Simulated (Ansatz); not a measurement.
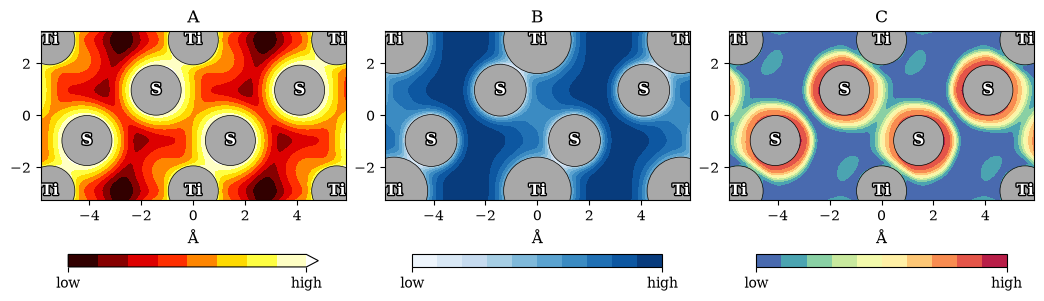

TiS2: 3 fields on the (110) plane of the conventional cell, with unlabelled colour scales. Grey discs cover the atomic cores.

Space group P-3m1; computed pressure about 3 GPa in this cell; the program warned that a starting moment wasn't kept; spin-polarised, but the moments vanished.

Level of theory: Ansatz 0.2.0, DFT r2SCAN, scalar-relativistic, plane waves, PAW.

```
CELL_PARAMETERS angstrom
3.35886 0.00000 0.00000
-1.67943 2.90886 0.00000
0.00000 0.00000 5.52428
ATOMIC_POSITIONS crystal
Ti 0.00000 0.00000 0.00000
S 0.33333 0.66667 0.25870
S 0.66667 0.33333 0.74130
```

Q: Match the panels to the quantities (electron localisation function, electrostatic potential energy of an electron and valence pseudo-density).

A: Panel A: valence pseudo-density. Panel B: electrostatic potential energy of an electron (low next to the atoms, rising into the space between them). Panel C: electron localisation function. From the grid: Ti–S (2.41 Å): ρ is about 0.5 e/Å³ halfway; the ELF peaks at about 0.85 in the valence shell of S, 0.8 Å from its nucleus, and is about 0.50 at the midpoint.
